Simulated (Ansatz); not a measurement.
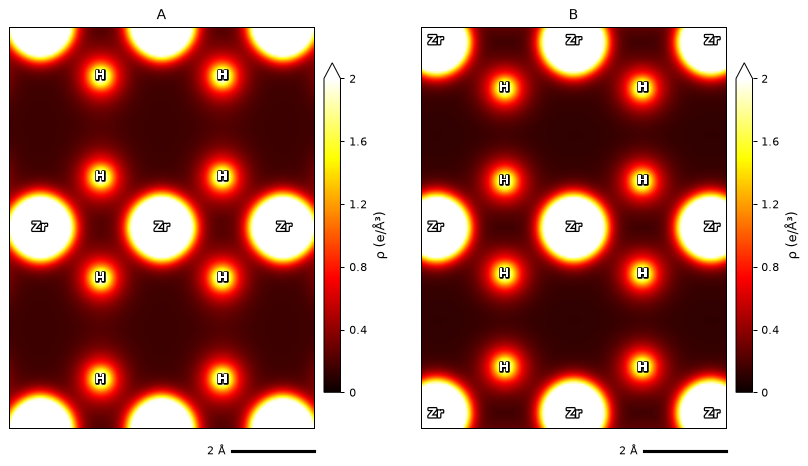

ZrH. The valence pseudo-density of two cells that differ in size and shape, on the (100) plane of each (indices in the axes of the calculation cell), at one length scale and on one colour scale: B has 12.9 Å³ an atom and A 11.0.

Space group P4₂/mmc.

The calculation used Ansatz, DFT r2SCAN, scalar-relativistic, plane waves, PAW.

In a PAW calculation such maps are meaningful between the atoms, not at the nuclei.

What changes from the larger cell to the smaller?

From the larger cell to the smaller, Zr–H goes from 2.03 to 1.94 Å, and the density at its midpoint from 0.53 to 0.69 e/Å³; the pressure goes from 2.1 to 27 GPa.
